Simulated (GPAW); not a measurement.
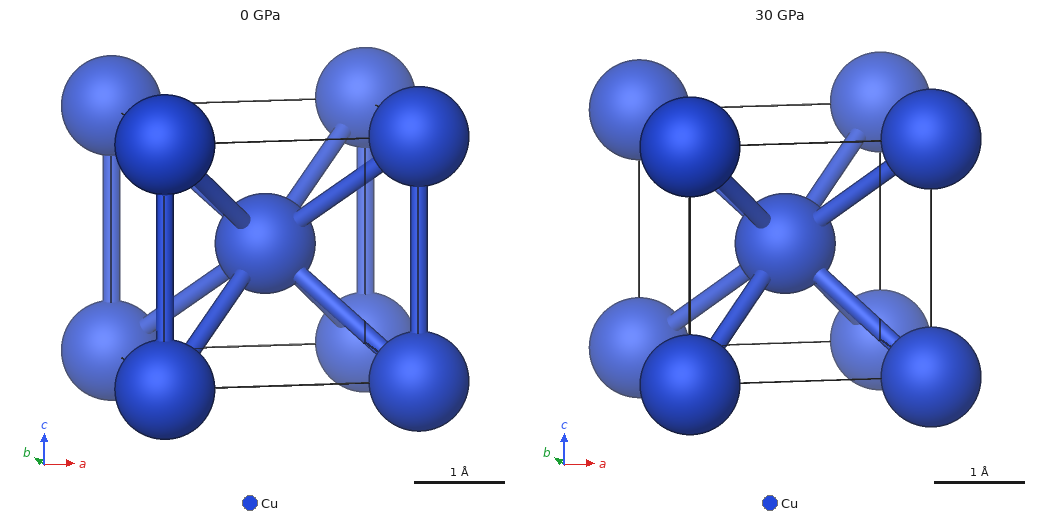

Cu, space group I4/mmm (No. 139), relaxed (cell and atoms) under a series of hydrostatic pressures; the conventional cell is drawn at the lowest and the highest, to one scale (sticks follow a distance rule). The start was a structure listed in the Materials Project. This isn't the form of Cu at room conditions, which is fcc.

Alike in all runs: GPAW 26.7.0; functional PBEsol; potentials PAW data sets generated in the run's folder for this functional; cutoff 600 eV; k mesh 13 × 13 × 13 on the run's cell of 1 atom; occupations fermi-dirac, width 0.05 eV; no spin polarisation; no spin-orbit coupling.

| pressure (GPa) | volume (Å³/atom) | a (Å) | c (Å) |
| --- | --- | --- | --- |
| 0.0 | 11.504 | 2.890 | 2.756 |
| 2.0 | 11.366 | 2.878 | 2.745 |
| 5.1 | ? | ? | ? |
| 10.0 | 10.899 | 2.837 | 2.708 |
| 19.9 | 10.438 | 2.775 | 2.710 |
| 29.9 | 10.069 | 2.742 | 2.679 |

**What equation of state do the given rows imply, and what volume does it predict for the missing row?**

The fit gives V0 = 11.50 Å³/atom, B0 = 161 GPa and B0′ = 5.0, which puts the volume at 5.1 GPa at 11.17 Å³/atom. The run gave volume 11.173 Å³/atom; a 2.861 Å; c 2.729 Å.

**Which axis yields most up to 30 GPa?**

The a axis: a −5.1 %, c −2.8 %, against −12.5 % in volume.

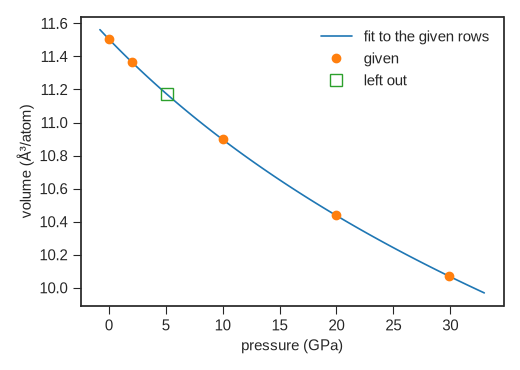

Volume against pressure, with the fit. The structure was kept in its own symmetry, so a change to another phase within this range wouldn't be seen.

Caveat: later steps reuse the first step's grids.
